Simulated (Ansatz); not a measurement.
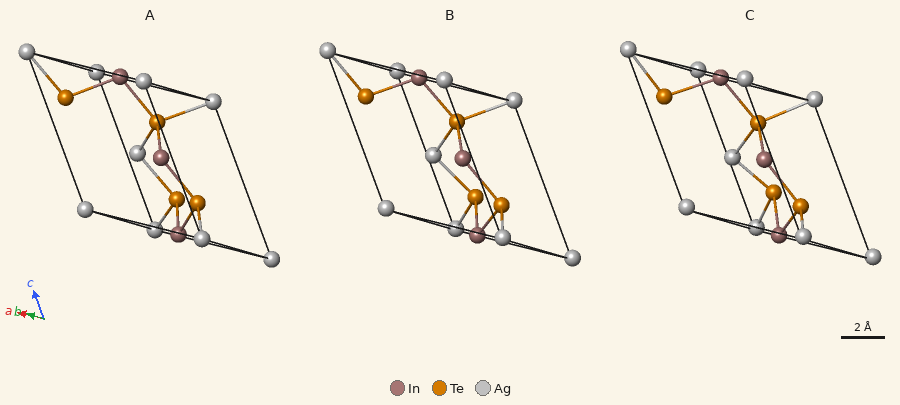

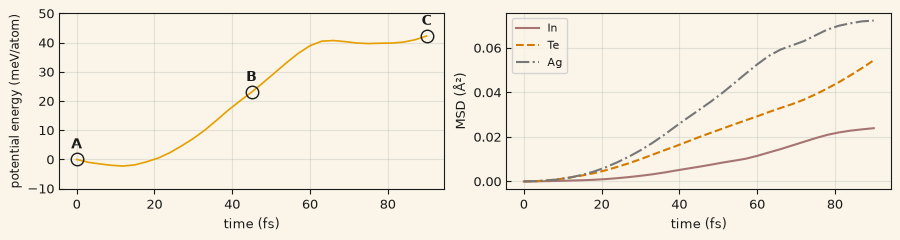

A Born-Oppenheimer molecular dynamics run of an 8-atom cell of InAgTe2 (set up in I-42d), 90 fs long. Frames (A at 0 fs, B at 45 fs, C at 90 fs) and the history of the run. Style: ball-and-stick. Shown: the simulation cell, from a free direction. Bonds to atoms that aren't drawn are left out.

These are results of Ansatz, DFT, PAW plane waves, PBE, not measurements. Settings: plane-wave cutoff 420 eV; k-point mesh 3 × 3 × 3; Fermi-Dirac smearing 0.05 eV; Langevin thermostat (NVT); set temperature 600 K; time step 3 fs.

Question: What happens in this trajectory?

Answer: Root-mean-square distances from the starting positions over the second half, with the common drift of all atoms taken out: Ag 0.24 Å, Te 0.19 Å, In 0.12 Å. The run lasts only 90 fs, too short to tell vibration from diffusion. Over the second half the temperature averages 522 K (spread ±58 K). The potential energy in the second half lies on average 37.0 meV per atom above the first frame.

The run took 10 min on 2 threads of Arm Neoverse N1, with other jobs on the host, peak memory 0.8 GiB.
